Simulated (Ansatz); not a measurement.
## SiC (P6_3mc): least direct gap against volume

The cell of SiC (P6_3mc) is scaled evenly and the response computed anew at each volume, on one mesh. The atoms keep their fractional positions.

The structure is hexagonal, space group P6_3mc (No. 186). The conventional cell has a = 3.076 Å, b = 3.076 Å, c = 5.048 Å, α = 90.00°, β = 90.00°, γ = 120.00°. Around Si on site b lie 4 C at 1.87 to 1.94 Å. C on site b is surrounded by 4 Si at 1.87 to 1.94 Å.

Method: Ansatz 0.2.0, PBE, independent particles, k-mesh 9×9×5 with interpolation inside its cells, Gaussian parameter 0.1 eV.

Launch of the response step: `ansatz run input.yaml --threads 4 --pin off --max-ram 8192MiB --backend cpu --events-out ev --progress --plain --runs-dir out`. The series took 2.0 min in all, on 4 threads of Arm Neoverse V1, with other jobs on the host.

```tsv
V/V₀	V (Å³, primitive cell)	least direct gap (eV)
0.94	38.88	4.2471
0.96	39.71	4.2024
0.98	40.54	4.1583
1.00	41.36	4.1154
1.02	42.19	?
1.04	43.02	4.0316
1.06	43.85	3.9910
```

For small changes the quantity should be close to linear in ln V.

Working, on the rows shown:

| x = ln(V/V₀) | y = least direct gap |
| --- | --- |
| -0.0618754 | 4.2471 |
| -0.040822 | 4.2024 |
| -0.0202027 | 4.1583 |
| 0 | 4.1154 |
| 0.0392207 | 4.0316 |
| 0.0582689 | 3.991 |

Means: x̄ = -0.0042351, ȳ = 4.1243. Σ(x − x̄)(y − ȳ) = -0.02288, Σ(x − x̄)² = 0.01073. Slope = -0.02288 / 0.01073 = -2.132; intercept = ȳ − slope · x̄ = 4.1153. The line misses the rows shown by at most 0.00013 eV.

**Question.** Fill in the last column of the withheld row.

**Answer.** At x = 0.019803 the line gives y = 4.073 eV. The run gave 4.0731 eV, so the interpolation is off by 5.3e-05 eV, 0.0 % of the range in the table.

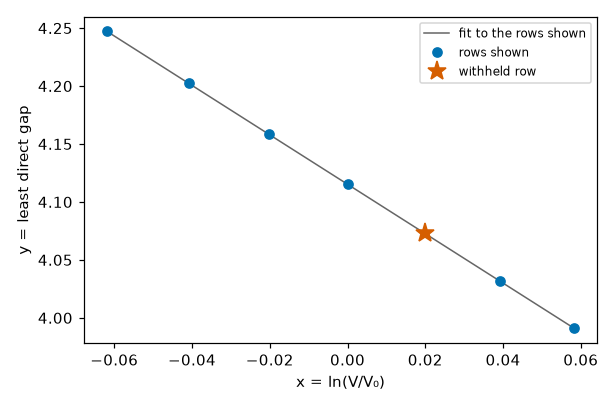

Between the rows on either side of x = 0 the slope is (4.0731 − 4.1583) / (0.019803 − (-0.020203)) = -2.13. That is a volume deformation potential of -2.1 eV: the least direct gap on this mesh widens by 21 meV for each per cent of compression. PBE gaps are as a rule too small.

[Logs are printed without paths, hosts, clocks, repeated set-up lines and the standing remarks that a program may print on its own settings, such as how far it seeks lower states.]
